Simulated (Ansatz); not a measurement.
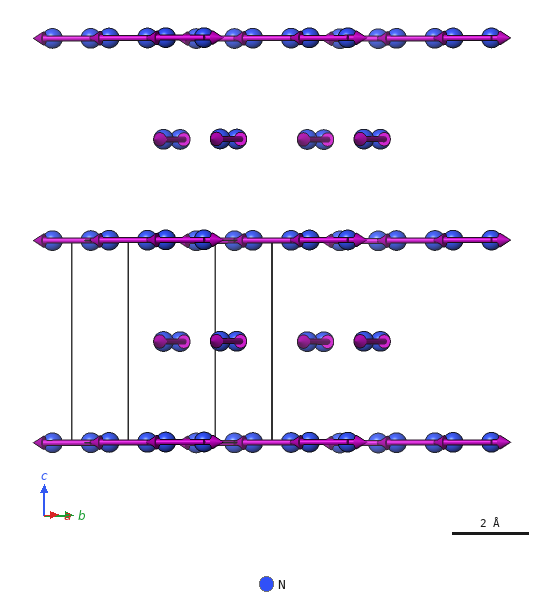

A relaxation of a crystal of N (built on the database_136 type) (coarse preliminary run). The starting structure is drawn; purple arrows show the displacements (the part carried along by the change of the cell is left out), 100 times their true length.

A ball-and-stick model of the cell of the calculation, repeated 2 × 2 × 2 with one cell outlined, seen from a free direction.

Case: structure listed in a database for this formula (P4_2/mnm, No. 136).

These are results of DFT r2SCAN, scalar-relativistic, plane waves, PAW (Ansatz 0.2.0), not measurements.

The input:
```yaml
crystal:
  lattice:
    - [4.08406197, 0.0, 0.0]
    - [0.0, 4.08406197, 0.0]
    - [0.0, 0.0, 5.34591325]
  atoms:
    - { symbol: "N", position: [0.9042752, 0.9042752, 0.0] }
    - { symbol: "N", position: [0.5957248, 0.4042752, 0.5] }
    - { symbol: "N", position: [0.0957248, 0.0957248, 0.0] }
    - { symbol: "N", position: [0.4042752, 0.5957248, 0.5] }
basis:
  ecutwfc: 500
kpoints:
  mp_grid: { grid: [4, 4, 4] }
hamiltonian:
  xc: r2scan
scf:
  occupations: { method: gaussian, width: 0.1 }
  lower_state_search: "off"
output:
  forces: true
  stress: true
  eigenvalues: true
relax:
  adjacent_minimum: "off"
  f_tol: 0.04
  max_steps: 70
  cell: { stress_tol: 0.4 }
```

### Describe the change and its energy.

The largest moves relative to the cell, 0.017 Å, are those of N1, N2, N3 and N4. N3 goes along [−1 −1 0]. The volume changes by +5.1 %, with a = b 4.084 → 4.163 Å (+1.9 %), c 5.346 → 5.407 Å (+1.1 %). Near-neighbour distances that change, for instance: N1–N3 1.106 → 1.093 Å. The space group stays P4_2/mnm (No. 136). Over 4 accepted moves (5 points after the start) the energy falls by 6.3 meV per atom. Largest force component: 1.3 eV/Å at the start, 0.037 eV/Å at the end. The pressure goes from −2.30 to −0.04 GPa. The SCF was repeated once at an unchanged geometry on a basis and grid sized afresh for the cell, which shifted the energy by 0.4 meV per atom at most. The run took about 8 core-seconds on a shared host.
